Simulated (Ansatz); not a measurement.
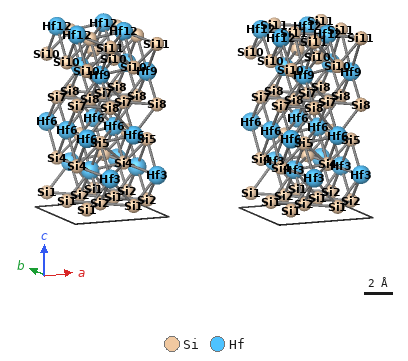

Two geometries of a slab of composition HfSi2 (cut from the Cmcm phase), drawn at one scale. One is the start of a relaxation, the other its converged end. The picture is a ball-and-stick view of the 2 × 2 repeat of the cell, outlined in the plane, without the vacuum, seen slightly off an axis.

Level of theory: Ansatz, DFT PBE, scalar-relativistic, plane waves, PAW. Set-up: plane-wave cutoff 420 eV; k-point mesh 10 × 10 × 1; occupations gaussian; smearing width 0.1 eV; no spin polarisation; dipole correction; atoms relaxed in a fixed cell; force threshold 0.02 eV/Å; at most 60 steps.

Which of the two is the end point?

Answer. The right one is the relaxed one. The slab is the (0 1 0) face of HfSi2. Over 8 geometry steps the energy falls by 0.357 eV per cell of the calculation. The largest force component goes from 1.3 to 0.0015 eV/Å. Si11 moves most relative to the layer's centre: 0.42 Å along the normal (+c). By element the largest moves are Si 0.42 Å, Hf 0.23 Å. The lattice vectors keep their values. Near-neighbour distances that change, for instance: Hf9–Si11 2.970 → 3.325 Å, Si10–Hf12 2.970 → 2.727 Å, Si10–Si11 2.419 → 2.645 Å, Hf9–Hf12 3.581 → 3.404 Å. Among the angles between lasting bonds that change: Si11–Hf12–Si11 147.9° → 175.5°, Si10–Hf12–Si11 101.9° → 116.7°, Si10–Hf12–Si10 76.6° → 84.9°.
